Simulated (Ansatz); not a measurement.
Si$_{2}$Mo

Input file:

```
crystal:
  lattice:
    - [4.5854715599, 0.0, 0.0]
    - [-2.29273578, 3.9711348592, 0.0]
    - [0.0, 0.0, 6.5797601]
  atoms:
    - { symbol: Mo, position: [0.5, 0.5, 0.8333333333] }
    - { symbol: Mo, position: [0.0, 0.5, 0.1666666667] }
    - { symbol: Mo, position: [0.5, 0.0, 0.5] }
    - { symbol: Si, position: [0.16387298, 0.32774596, 0.5] }
    - { symbol: Si, position: [0.67225404, 0.83612702, 0.1666666667] }
    - { symbol: Si, position: [0.83612702, 0.16387298, 0.8333333333] }
    - { symbol: Si, position: [0.83612702, 0.67225404, 0.5] }
    - { symbol: Si, position: [0.32774596, 0.16387298, 0.1666666667] }
    - { symbol: Si, position: [0.16387298, 0.83612702, 0.8333333333] }
hamiltonian:
  xc: pbe
  pseudopotentials: { kind: paw }
kpoints:
  mp_grid: { grid: [5, 5, 3] }
scf:
  occupations: { method: fermi_dirac, width: 0.05 }
output:
  forces: true
  stress: true
  eigenvalues: true
  write_density: true
  write_potential: true
  elf: true
  volumetric_format: npy
```

Command:

```sh
ansatz run input.yaml --threads 4 --pin off --max-ram 11264MiB --backend cpu --events-out ev --progress --plain --runs-dir out
```

Below, planes, directions and counts refer to the conventional cell (a = 4.59 Å, b = 4.59 Å, c = 6.58 Å, α = 90.00°, β = 90.00°, γ = 120.00°).

Space group P6₂22; a structure from a database of computed crystals, not necessarily the ambient phase; computed pressure about 3 GPa in this cell.

Level of theory: Kohn-Sham DFT of a periodic cell, PBE, Ansatz PAW (Ansatz).

Question: What can the converged valence pseudo-density and electron localisation function tell about the bonding?

Answer: Si–Si (2.60 Å): the density is about 0.34 e/Å³ at the midpoint; the ELF peaks at about 0.65 between the atoms.
Si–Mo (2.64 Å): the density is about 0.39 e/Å³ at the midpoint; the ELF peaks at about 0.75 in the valence shell of Si, 0.9 Å from its nucleus, and is about 0.40 at the midpoint.
Si–Si (2.67 Å): the density is about 0.3 e/Å³ at the midpoint; the ELF peaks at about 0.55 in the valence shell of Si, 0.9 Å from its nucleus, and is about 0.50 at the midpoint.

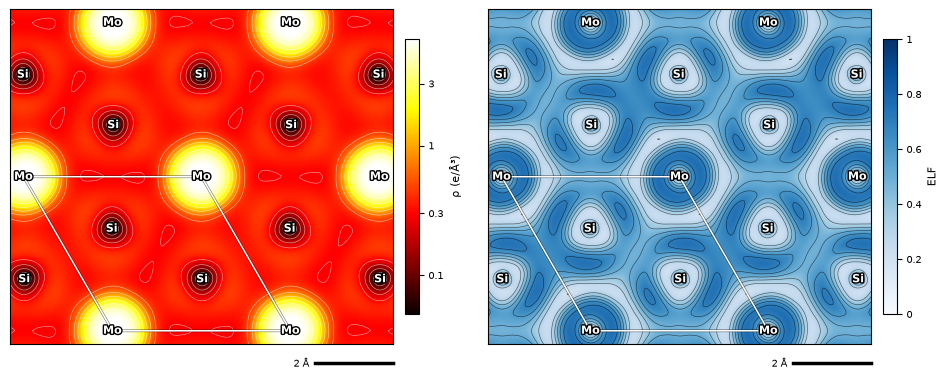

Computed valence pseudo-density and electron localisation function on the (001) plane of the conventional cell, in this order. 

Core electrons are frozen (PAW), and the valence fields are smoothed inside the atomic spheres.
